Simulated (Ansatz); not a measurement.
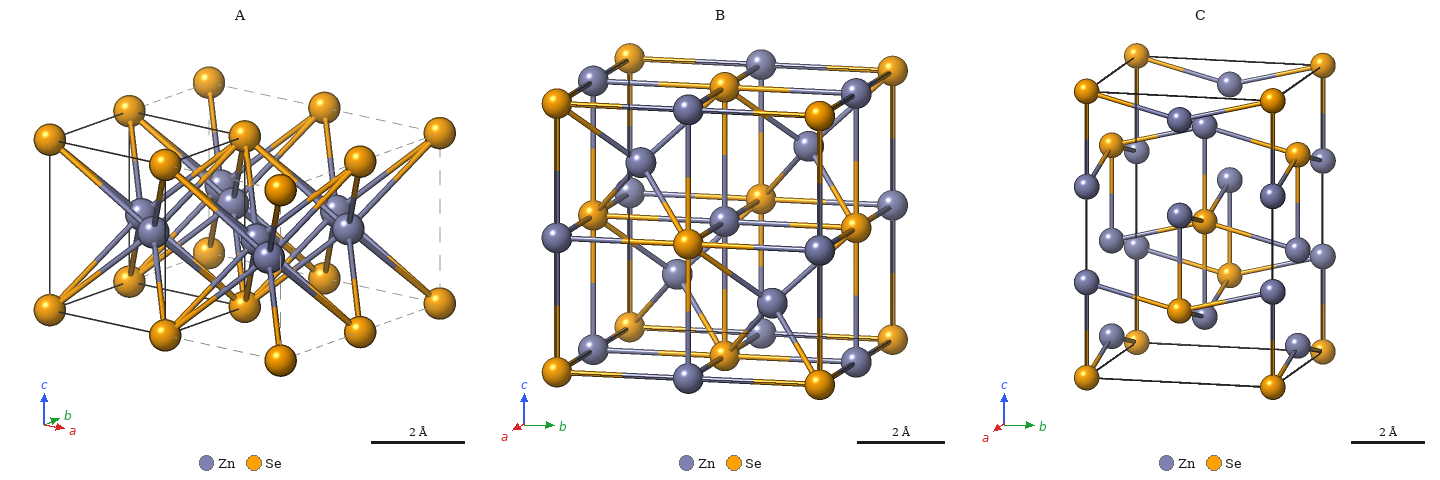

Three structures of Zn$_{2}$Se, each relaxed to rest (conventional cells in solid outline, small ones repeated, each panel with its own scale). Method: DFT PBE, scalar-relativistic, plane waves, PAW (Ansatz), without spin polarisation.

> Name the structure in each panel.

A: AlB₂ type, P6/mmm; B: 12 atoms a cell on a face-centred cubic lattice, F-43m; C: 12 atoms a cell on a body-centred tetragonal lattice, I4_1/amd.

> Which of these is lowest in energy, and how far above it do the others lie?

C, then B (+34 meV/atom) and A (+187 meV/atom), energies at zero smearing.

> Collect the results in a table.

| panel | structure | E − E(lowest) (meV/atom) | volume (Å³/atom) | gap (eV) |
| --- | --- | --- | --- | --- |
| C | I4_1/amd | 0 | 19.0 | metal |
| B | F-43m | 34 | 20.7 | 0.57 |
| A | P6/mmm | 187 | 19.5 | metal |

Some of these may be structure types tried for this composition rather than known phases, and the most stable form need not be among them. Gaps are taken on the k-mesh or band path of each run.
